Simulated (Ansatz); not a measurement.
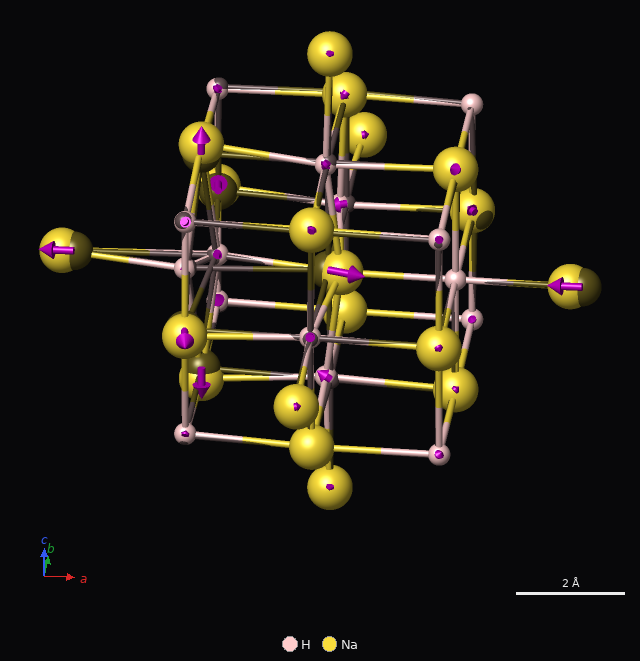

This is a relaxation of a defect cell of composition H33Na32 (cell charge +1). The starting structure is drawn faded, the final one solid; purple arrows show the displacements, 3 times their true length.

The picture is a ball-and-stick view of the atoms within 5.0 Å of the atom that moves most (axes of the cell of the calculation (origin shifted)), seen from a free direction.

The atoms of the start lie slightly off their symmetric places, so part of the fall in energy undoes that.

All numbers below come from DFT, PBEsol, PAW, plane waves (Ansatz 0.2.0). (plane-wave cutoff 420 eV; k-point mesh 1 × 1 × 1; mesh shifted by (0.25, 0.25, 0.25); no spin polarisation; atoms relaxed in a fixed cell; force threshold 0.03 eV/Å; at most 80 steps)

Which element moves most?

Sodium: up to 0.25 Å, against 0.13 Å for hydrogen.

Describe the change and its energy.

A Na atom moves most: 0.25 Å along [3 −1 0]. By element the largest moves are Na 0.25 Å, H 0.13 Å. The cell stays as it was. Some distances before and after: H–Na 2.627 → 2.913 Å, H–Na 2.660 → 2.913 Å, H–Na 2.398 → 2.160 Å, H–Na 2.146 → 2.382 Å. Among the angles between lasting bonds that change: Na–H–Na 90.7° → 106.0°, Na–H–Na 88.5° → 102.9°, H–Na–H 178.8° → 165.4°. After 4 geometry steps the energy has fallen by 1.014 eV per cell of the calculation. The largest force component goes from 2.7 to 0.0017 eV/Å.

Limits of the set-up: the cell is charged, on a uniform background, and energies carry no finite-size correction.
